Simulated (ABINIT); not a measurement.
## Hubbard response calculation, with input and output: GdO

- system: GdO (2 atoms in the cell)
- method: Kohn-Sham DFT of a periodic cell, PW91, DFT+U, JTH PAW PBE v2.0, spin-polarised (ABINIT 10.8.3)

The structure derives from an entry of the Crystallography Open Database. The run did not end well.

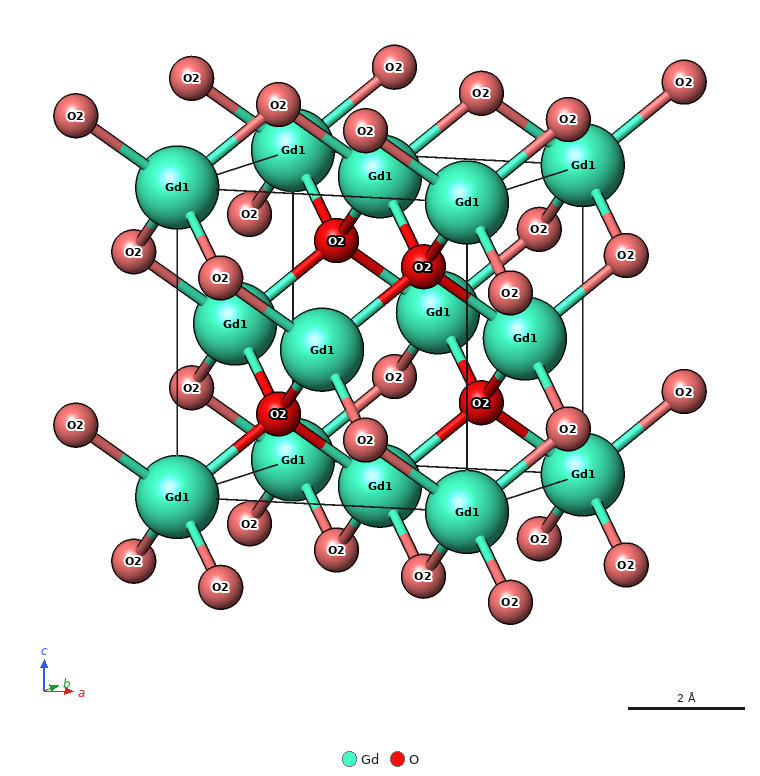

**Figure 1.** The input geometry (ball-and-stick view of the cell 4 times as large as that of the calculation, set on its symmetry axes, seen slightly off an axis; neighbours outside the cell are drawn fainter; atoms are numbered from 1 in the order of the input). An atom can appear more than once, as a periodic image. Near neighbours in the periodic cell (some may lie outside the picture): Gd has 4 O at 2.34 Å; O has 4 Gd at 2.34 Å.

Input:
```
# Pseudopotentials
pp_dirpath "./"
pseudos "Gd.GGA_PBE-JTH.xml, O.GGA_PBE-JTH.xml"

# Structure
structure "poscar:POSCAR"
natom 2

# Plane-wave basis
ecut 23.0
pawecutdg 45.0
pawxcdev 0

# k points
kptopt 2
ngkpt 4 4 4
nshiftk 1
shiftk 0.0 0.0 0.0

# Exchange and correlation
ixc -109134

# Bands and occupations
nband 21
occopt 3
tsmear 0.00183747

# Spin
nsppol 2
spinat
     0.0000000000     0.0000000000     7.0000000000
     0.0000000000     0.0000000000     0.0000000000
nsym 1

# DFT+U
usepawu 1
lpawu 3 -1
upawu 0.0 0.0 eV
jpawu 0.0 0.0 eV
dmatpuopt 3

# SCF cycle
nstep 120
tolvrs 1.0e-9

# Output
prteig 0
prtebands 0
prtden 0
```

File POSCAR:
```
GdO
1.0
    0.0000000000      2.7000000000      2.7000000000
    2.7000000000      0.0000000000      2.7000000000
    2.7000000000      2.7000000000      0.0000000000
Gd O
1 1
Direct
    0.0000000000      0.0000000000      0.0000000000  Gd
    0.7500000000      0.7500000000      0.7500000000  O
```

Launch command:
```bash
abinit gs.abi > log 2>&1
```

Log:
```
.Version 10.8.3 of ABINIT
 Symmetries : space group P1 (#  1); Bravais aP (primitive triclinic)
================================================================================
 Values of the parameters that define the memory need of the present run
     intxc =       0    ionmov =       0      iscf =      17    lmnmax =      32
     lnmax =       8     mgfft =      32  mpssoang =       4    mqgrid =    3001
     natom =       2  nloc_mem =       2    nspden =       2   nspinor =       1
    nsppol =       2      nsym =       1    n1xccc =       1    ntypat =       2
    occopt =       3   xclevel =       2
       mpw =        1424          nfft =       32768          nkpt =          36
 PAW method is used; the additional fine FFT grid is defined by:
   mgfftf=        45    nfftf =     91125
================================================================================
================================================================================

--------------------------------------------------------------------------------
------------- Echo of variables that govern the present computation ------------
--------------------------------------------------------------------------------
 -outvars: echo values of preprocessed input variables --------
            acell      1.0000000000E+00  1.0000000000E+00  1.0000000000E+00 Bohr
              amu      1.57250000E+02  1.59994000E+01
        dmatpuopt           3
             ecut      2.30000000E+01 Hartree
              ixc     -109134
           kptopt           2
         kptrlatt        4    0    0      0    4    0      0    0    4
          kptrlen      2.88627442E+01
            lpawu           3      -1
            natom           2
            nband          21
            ngfft          32      32      32
          ngfftdg          45      45      45
             nkpt          36
           nspden           2
           nsppol           2
            nstep         120
             nsym           1
           ntypat           2
           occopt           3
        pawecutdg      4.50000000E+01 Hartree
         pawxcdev           0
           prtden           0
        prtebands           0
           prteig           0
            rprim      0.0000000000E+00  5.1022605400E+00  5.1022605400E+00
                       5.1022605400E+00  0.0000000000E+00  5.1022605400E+00
                       5.1022605400E+00  5.1022605400E+00  0.0000000000E+00
          spgroup           1
           spinat      0.0000000000E+00  0.0000000000E+00  7.0000000000E+00
                       0.0000000000E+00  0.0000000000E+00  0.0000000000E+00
           tolvrs      1.00000000E-09
           tsmear      1.83747000E-03 Hartree
            typat      1  2
          usepawu           1
           useylm           1
           xangst      0.0000000000E+00  0.0000000000E+00  0.0000000000E+00
                       4.0500000000E+00  4.0500000000E+00  4.0500000000E+00
            xcart      0.0000000000E+00  0.0000000000E+00  0.0000000000E+00
                       7.6533908099E+00  7.6533908099E+00  7.6533908099E+00
             xred      0.0000000000E+00  0.0000000000E+00  0.0000000000E+00
                       7.5000000000E-01  7.5000000000E-01  7.5000000000E-01
            znucl       64.00000    8.00000

================================================================================

 chkinp: Checking input parameters for consistency.

================================================================================
== DATASET  1 ==================================================================

--- !DatasetInfo
iteration_state: {dtset: 1, }
dimensions: {natom: 2, nkpt: 36, mband: 21, nsppol: 2, nspinor: 1, nspden: 2, mpw: 1424, }
cutoff_energies: {ecut:  23.0, pawecutdg:  45.0, }
electrons: {nelect:   2.40000000E+01, charge:   0.00000000E+00, occopt:   3.00000000E+00, tsmear:   1.83747000E-03, }
meta: {optdriver: 0, ionmov: 0, optcell: 0, iscf: 17, paral_kgb: 0, }
...

 Real(R)+Recip(G) space primitive vectors, cartesian coordinates (Bohr,Bohr^-1):
 R(1)=  0.0000000  5.1022605  5.1022605  G(1)= -0.0979958  0.0979958  0.0979958
 R(2)=  5.1022605  0.0000000  5.1022605  G(2)=  0.0979958 -0.0979958  0.0979958
 R(3)=  5.1022605  5.1022605  0.0000000  G(3)=  0.0979958  0.0979958 -0.0979958
 Unit cell volume ucvol=  2.6565494E+02 bohr^3
 Angles (23,13,12)=  6.00000000E+01  6.00000000E+01  6.00000000E+01 degrees

 Coarse grid specifications (used for wave-functions):

 getcut: wavevector=  0.0000  0.0000  0.0000  ngfft=  32  32  32
         ecut(hartree)=     23.000   => boxcut(ratio)=   2.05420

 Fine grid specifications (used for densities):

 getcut: wavevector=  0.0000  0.0000  0.0000  ngfft=  45  45  45
         ecut(hartree)=     45.000   => boxcut(ratio)=   2.01931

--- Pseudopotential description ------------------------------------------------
- pspini: atom type   1  psp file is ./Gd.GGA_PBE-JTH.xml
 Pseudopotential format is: paw10
 basis_size (lnmax)=  8 (lmn_size= 32), orbitals=   0   0   1   1   2   2   3   3
 Spheres core radius: rc_sph= 2.51208759
 Shapefunction is SIN type: shapef(r)=[sin(pi*r/rshp)/(pi*r/rshp)]**2
 Radius for shape functions =  2.31972311
 Compensation charge density is not taken into account in XC energy/potential

- pspini: atom type   2  psp file is ./O.GGA_PBE-JTH.xml
 Pseudopotential format is: paw10
 basis_size (lnmax)=  4 (lmn_size=  8), orbitals=   0   0   1   1
 Spheres core radius: rc_sph= 1.41465230
 Shapefunction is SIN type: shapef(r)=[sin(pi*r/rshp)/(pi*r/rshp)]**2
 Radius for shape functions =  1.20231231
 Compensation charge density is not taken into account in XC energy/potential

   2.10471357E+03                                ecore*ucvol(ha*bohr**3)
--------------------------------------------------------------------------------

 ******************************************
 DFT+U Method used: FLL
 ******************************************

================================================================================

--- !BeginCycle
iteration_state: {dtset: 1, }
solver: {iscf: 17, nstep: 120, nline: 4, wfoptalg: 10, }
tolerances: {tolvrs: 1.00E-09, }
...

     iter   Etot(hartree)      deltaE(h)  residm     nres2   difmagsph maxmagsph
 ETOT  1  -145.98307078005    -1.460E+02 1.874E+01 3.005E+03 3.111E+00 3.111E+00
 ETOT  2  -153.07812274826    -7.095E+00 5.568E+00 5.880E+03 1.500E+00 1.611E+00
 ETOT  3  -129.48998604644     2.359E+01 3.820E+00 8.111E+02 5.582E+00 3.972E+00
 ETOT  4  -130.21891591510    -7.289E-01 1.213E+00 1.884E+03 3.928E+00 4.329E-02
 ETOT  5  -133.73751760784    -3.519E+00 1.492E+00 1.666E+03 1.688E-01 2.121E-01
 ETOT  6  -130.85274921289     2.885E+00 3.826E-01 1.392E+03 1.108E-01 3.229E-01
 ETOT  7  -132.87379606815    -2.021E+00 1.955E-01 1.689E+03 5.813E-02 2.648E-01
 ETOT  8  -140.74423515829    -7.870E+00 6.523E+01 2.993E+03 1.879E-01 7.687E-02
 ETOT  9  -133.93141135957     6.813E+00 7.333E-01 2.360E+03 7.483E-02 6.704E-03
 ETOT 10  -132.85815303406     1.073E+00 1.302E-01 2.141E+03 5.133E-03 1.571E-03
[... 100 further cycles ...]
 ETOT  111  -128.74726071618    -3.883E-05 4.663E-06 5.437E-04 3.649E-04 3.518E-01
 ETOT  112  -128.74702849411     2.322E-04 7.493E-04 2.937E-04 6.139E-03 3.456E-01
 ETOT  113  -128.74737551696    -3.470E-04 2.084E-03 4.666E-04 8.616E-03 3.542E-01
 ETOT  114  -128.74740406123    -2.854E-05 3.504E-05 4.332E-04 9.830E-04 3.552E-01
 ETOT  115  -128.74748598520    -8.192E-05 2.904E-04 1.424E-04 1.096E-03 3.563E-01
 ETOT  116  -128.74747599540     9.990E-06 6.163E-05 1.405E-04 6.352E-04 3.570E-01
 ETOT  117  -128.74757267687    -9.668E-05 3.605E-04 9.554E-05 1.916E-03 3.589E-01
 ETOT  118  -128.74758996624    -1.729E-05 1.472E-04 4.369E-05 1.977E-04 3.591E-01
 ETOT  119  -128.74766790912    -7.794E-05 2.260E-04 4.805E-05 1.163E-03 3.602E-01
 ETOT  120  -128.74767971499    -1.181E-05 4.920E-06 8.733E-05 5.046E-04 3.607E-01

 Cartesian components of stress tensor (hartree/bohr^3)
  sigma(1 1)=  4.74725522E-05  sigma(3 2)=  2.40338291E-06
  sigma(2 2)=  4.70415895E-05  sigma(3 1)= -1.65282877E-06
  sigma(3 3)=  4.59544712E-05  sigma(2 1)=  1.41465850E-08

 scprqt:  WARNING -
  nstep=  120 was not enough SCF cycles to converge;
  density residual=  8.733E-05 exceeds tolvrs=  1.000E-09

--- !ResultsGS
iteration_state: {dtset: 1, }
comment   : Summary of ground state results
lattice_vectors:
- [  0.0000000,   5.1022605,   5.1022605, ]
- [  5.1022605,   0.0000000,   5.1022605, ]
- [  5.1022605,   5.1022605,   0.0000000, ]
lattice_lengths: [   7.21569,    7.21569,    7.21569, ]
lattice_angles: [ 60.000,  60.000,  60.000, ] # degrees, (23, 13, 12)
lattice_volume:   2.6565494E+02
convergence: {deltae: -1.181E-05, res2:  8.733E-05, residm:  4.920E-06, diffor: null, }
etotal    :  -1.28747680E+02
entropy   :   0.00000000E+00
fermie    :   1.35041250E-01
cartesian_stress_tensor: # hartree/bohr^3
- [  4.74725522E-05,   1.41465850E-08,  -1.65282877E-06, ]
- [  1.41465850E-08,   4.70415895E-05,   2.40338291E-06, ]
- [ -1.65282877E-06,   2.40338291E-06,   4.59544712E-05, ]
pressure_GPa:  -1.3776E+00
xred      :
- [  0.0000E+00,   0.0000E+00,   0.0000E+00, Gd]
- [  7.5000E-01,   7.5000E-01,   7.5000E-01,  O]
cartesian_forces: # hartree/bohr
- [  5.62942442E-04,   5.14373953E-04,  -5.87000745E-04, ]
- [ -5.62942442E-04,  -5.14373953E-04,   5.87000745E-04, ]
force_length_stats: {min:   9.62317324E-04, max:   9.62317324E-04, mean:   9.62317324E-04, }
...

 Integrated electronic and magnetization densities in atomic spheres:
 ------------------------------------------------------------------------------------------------------------
 Radius=ratsph(iatom), smearing ratsm=  0.0000. Diff(up-dn)=approximate z local magnetic moment.
    Atom    Radius    up_density   dn_density  Total(up+dn)  Diff(up-dn)
    1 Gd   2.51209     7.978954     7.618210     15.597163     0.360744
    2  O   1.41465     2.260762     2.273765      4.534526    -0.013003
 ------------------------------------------------------------------------------------------------------------
  Sum:                10.239715     9.891974     20.131690     0.347741
 Total magnetization (from the atomic spheres):                0.347741
 Total magnetization (exact up - dn):                          0.033657

 ---------- DFT+U DATA ---------------------------------------------------

 ====== For Atom     1, occupations for correlated orbitals. lpawu =   3

 Atom   1. Occ. for lpawu and for spin  1 =   3.87881
 Atom   1. Occ. for lpawu and for spin  2 =   3.42229
 => On atom   1,  local Mag. for lpawu is       -0.456517

 == Occupation matrix for correlated orbitals:

 Occupation matrix for spin  1
     0.34093   -0.02941    0.17426   -0.16234   -0.02607   -0.01998    0.39187
    -0.02941    0.87861   -0.08879   -0.08054   -0.13450   -0.07997    0.01436
     0.17426   -0.08879    0.62703   -0.19485   -0.10789   -0.34432   -0.10616
    -0.16234   -0.08054   -0.19485    0.74522   -0.06851   -0.29118    0.10311
    -0.02607   -0.13450   -0.10789   -0.06851    0.07475    0.15850   -0.02057
    -0.01998   -0.07997   -0.34432   -0.29118    0.15850    0.47792    0.02884
     0.39187    0.01436   -0.10616    0.10311   -0.02057    0.02884    0.73434

 Occupation matrix for spin  2
     0.66765    0.00397   -0.13953    0.13818   -0.00675    0.02029   -0.39724
     0.00397    0.46219    0.04527    0.05748    0.06063    0.02397   -0.02815
    -0.13953    0.04527    0.35390    0.23545    0.09194    0.34020    0.09523
     0.13818    0.05748    0.23545    0.28134    0.07110    0.30260   -0.08090
    -0.00675    0.06063    0.09194    0.07110    0.92940   -0.14286   -0.01729
     0.02029    0.02397    0.34020    0.30260   -0.14286    0.46035   -0.00130
    -0.39724   -0.02815    0.09523   -0.08090   -0.01729   -0.00130    0.26745

================================================================================

 ----iterations are completed or convergence reached----

 Mean square residual over all n,k,spin=   46.688E-08; max=  49.198E-07
 reduced coordinates (array xred) for    2 atoms
       0.000000000000      0.000000000000      0.000000000000
       0.750000000000      0.750000000000      0.750000000000
 rms dE/dt=  3.1827E-03; max dE/dt=  5.5026E-03; dE/dt below (all hartree)
    1       0.000457162555      0.000004223036     -0.005490848763
    2      -0.000283959079     -0.000241280428      0.005502649102

 cartesian coordinates (angstrom) at end:
    1      0.00000000000000     0.00000000000000     0.00000000000000
    2      4.05000000000000     4.05000000000000     4.05000000000000

 cartesian forces (hartree/bohr) at end:
    1      0.00056294244215     0.00051437395306    -0.00058700074548
    2     -0.00056294244215    -0.00051437395306     0.00058700074548
 frms,max,avg= 5.5559417E-04 5.8700075E-04   1.952E-05 -2.068E-05  3.707E-06 h/b

 cartesian forces (eV/Angstrom) at end:
    1      0.02894766426494     0.02645017214013    -0.03018479196327
    2     -0.02894766426494    -0.02645017214013     0.03018479196327
 frms,max,avg= 2.8569801E-02 3.0184792E-02   1.004E-03 -1.063E-03  1.906E-04 e/A
 length scales=  1.000000000000  1.000000000000  1.000000000000 bohr
              =  0.529177210544  0.529177210544  0.529177210544 angstroms
 Fermi (or HOMO) energy (hartree) =   0.13504   Average Vxc (hartree)=  -0.36068
 Magnetization (Bohr magneton)=  3.36583588E-02
 Total spin up =  1.20168292E+01   Total spin down =  1.19831708E+01
 Eigenvalues (hartree) for nkpt=  36  k points, SPIN UP:
 kpt#   1, nband= 21, wtk=  0.01563, kpt=  0.0000  0.0000  0.0000 (reduced coord)
  -1.44387   -0.62887   -0.62736   -0.62334   -0.56685   -0.06072   -0.06040   -0.05939
   0.07152    0.07672    0.07852    0.08310    0.12608    0.15002    0.15810    0.15960
   0.27201    0.27287    0.34696    0.34787    0.35061
      occupation numbers for kpt#   1
   1.00000    1.00000    1.00000    1.00000    1.00000    1.00000    1.00000    1.00000
   1.00000    1.00000    1.00000    1.00000    0.99245    0.00029    0.00000    0.00000
   0.00000    0.00000    0.00000    0.00000    0.00000
 prteigrs : prtvol=0 or 1, do not print more k-points.

 Eigenvalues (hartree) for nkpt=  36  k points, SPIN DOWN:
 kpt#   1, nband= 21, wtk=  0.01563, kpt=  0.0000  0.0000  0.0000 (reduced coord)
  -1.43908   -0.62497   -0.62411   -0.62407   -0.56779   -0.06217   -0.06164   -0.06138
   0.05764    0.08432    0.08717    0.09245    0.15362    0.15711    0.15864    0.15998
   0.27069    0.27134    0.33687    0.33863    0.33952
      occupation numbers for kpt#   1
   1.00000    1.00000    1.00000    1.00000    1.00000    1.00000    1.00000    1.00000
   1.00000    1.00000    1.00000    1.00000    0.00004    0.00001    0.00000    0.00000
   0.00000    0.00000    0.00000    0.00000    0.00000
 prteigrs : prtvol=0 or 1, do not print more k-points.

--- !EnergyTerms
iteration_state     : {dtset: 1, }
comment             : Components of total free energy in Hartree
kinetic             :  1.92057250714514E+01
hartree             :  3.30823421412308E+01
xc                  : -8.74754719950747E+00
Ewald energy        : -8.93608088967041E+01
psp_core            :  7.92273464104259E+00
local_psp           : -7.78850790988766E+01
PAW spherical_terms : -1.29668188545654E+01
internal            : -1.28749452195929E+02
'-kT*entropy'       : -2.88417303259047E-04
total_energy        : -1.28749740613232E+02
total_energy_eV     : -3.50345892089653E+03
...

--- !EnergyTermsDC
iteration_state     : {dtset: 1, }
comment             : '"Double-counting" decomposition of free energy'
band_energy         : -7.36450370174557E+00
Ewald energy        : -8.93608088967041E+01
psp_core            :  7.92273464104259E+00
xc_dc               : -3.04558480048826E+01
PAW spherical_terms : -9.48896533540180E+00
internal            : -1.28747391297692E+02
'-kT*entropy'       : -2.88417303259047E-04
total_energy_dc     : -1.28747679714995E+02
total_energy_dc_eV  : -3.50340284099858E+03
...

--- !EnergyTermsWithPAWCore
iteration_state     : {dtset: 1, }
comment             : 'Components of total free energy, including PAW core contributions'
Total energy        : -1.13482029185015E+04
Total energy DC     : -1.13482008576033E+04
Total energy (eV)   : -3.08800332813113E+05
Total energy DC (eV): -3.08800276733215E+05
...

 Cartesian components of stress tensor (hartree/bohr^3)
  sigma(1 1)=  4.74725522E-05  sigma(3 2)=  2.40338291E-06
  sigma(2 2)=  4.70415895E-05  sigma(3 1)= -1.65282877E-06
  sigma(3 3)=  4.59544712E-05  sigma(2 1)=  1.41465850E-08

-Cartesian components of stress tensor (GPa)         [Pressure= -1.3776E+00 GPa]
- sigma(1 1)=  1.39669071E+00  sigma(3 2)=  7.07099664E-02
- sigma(2 2)=  1.38401135E+00  sigma(3 1)= -4.86279014E-02
- sigma(3 3)=  1.35202722E+00  sigma(2 1)=  4.16206900E-04

== END DATASET(S) ==============================================================
================================================================================

 -outvars: echo values of variables after computation  --------
            acell      1.0000000000E+00  1.0000000000E+00  1.0000000000E+00 Bohr
           etotal     -1.2874767971E+02
            fcart      5.6294244215E-04  5.1437395306E-04 -5.8700074548E-04
                      -5.6294244215E-04 -5.1437395306E-04  5.8700074548E-04
            rprim      0.0000000000E+00  5.1022605400E+00  5.1022605400E+00
                       5.1022605400E+00  0.0000000000E+00  5.1022605400E+00
                       5.1022605400E+00  5.1022605400E+00  0.0000000000E+00
           strten      4.7472552230E-05  4.7041589522E-05  4.5954471237E-05
                       2.4033829093E-06 -1.6528287743E-06  1.4146585006E-08
           xangst      0.0000000000E+00  0.0000000000E+00  0.0000000000E+00
                       4.0500000000E+00  4.0500000000E+00  4.0500000000E+00
             xred      0.0000000000E+00  0.0000000000E+00  0.0000000000E+00
                       7.5000000000E-01  7.5000000000E-01  7.5000000000E-01
 Calculation completed.
```

Outcome:

- outcome: not converged
- space group (tolerance 0.01 Å): F-43m (216)
- electrons treated: 24
- free energy: −3503.4028 eV
- Fermi energy: 3.675 eV
- gap on the k-point mesh: none (metallic)
- net moment of the cell: 0.03 μB
- pressure: −1.38 GPa
- largest force (length of the vector): 0.049 eV/Å
- hardware: 1 thread of Intel Xeon (Granite Rapids), 176 GiB of memory available, shared host
- wall time: 7.5 min
- peak memory: 0.2 GiB

Diagnosis:

The run did not converge. Its last values are not results. Notes on the run: was not enough SCF cycles.
